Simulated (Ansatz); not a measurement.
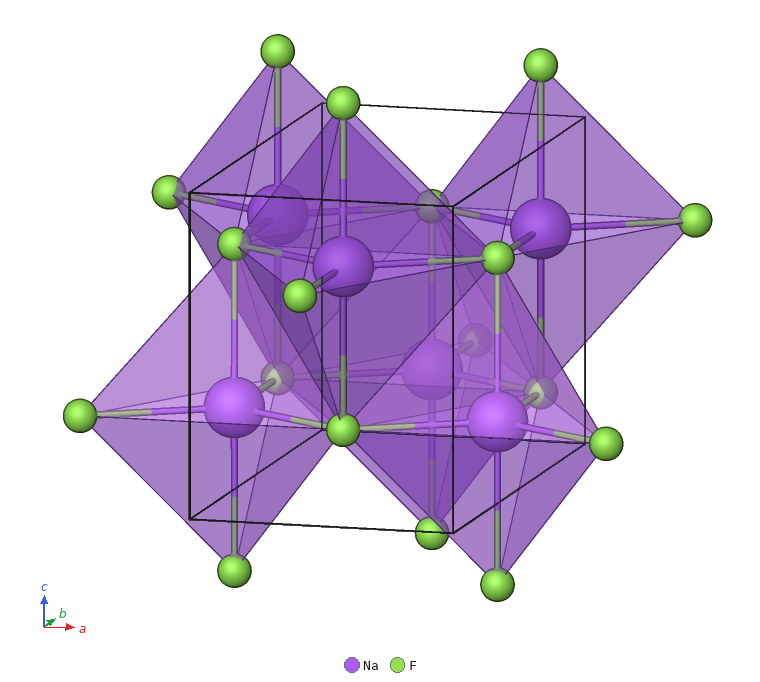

View slightly off an axis, drawn as a polyhedral model. Thin lines show the conventional unit cell, with boundary atoms drawn in all their periodic places. Some neighbours outside the box are added.

NaF, space group Cmcm (No. 63), a = 3.737 Å, b = 6.700 Å, c = 4.551 Å, α = 90.00°, β = 90.00°, γ = 90.00°. Provenance: a structure type filled with these elements by a generator (whether the compound takes this form wasn't checked). The cell was then strained or its atoms displaced on purpose. It went into a calculation with Ansatz.

This one geometry was computed with Ansatz (DFT, plane waves, PAW) at three levels of theory: HSE06, r2SCAN and PBE. It was relaxed with r2SCAN and then strained.

Q: Which level gives the highest pressure at this volume, and what does that say about its equilibrium volume?

A: Highest: PBE (4.2 GPa), which points to the largest equilibrium volume. Lowest, with the smallest volume: r2SCAN (1.5 GPa). Levels within 0.5 GPa of each other can't be told apart.

Q: How does the band gap change with the level of theory?

A: PBE: a gap of 5.80 eV, direct; r2SCAN: a gap of 6.45 eV, direct; HSE06: a gap of 7.87 eV, direct.

Q: Collect the results in a table.

A:
| level | cutoff (eV) | k-mesh of the run's cell | gap (eV) | pressure (GPa) |
| --- | --- | --- | --- | --- |
| HSE06 | 420 | 6×6×4 | 7.87 | 2.5 |
| r2SCAN | 500 | 12×12×6 | 6.45 | 1.5 |
| PBE | 420 | 12×12×6 | 5.80 | 4.2 |

Gaps are taken on the k-mesh or band path of each run.
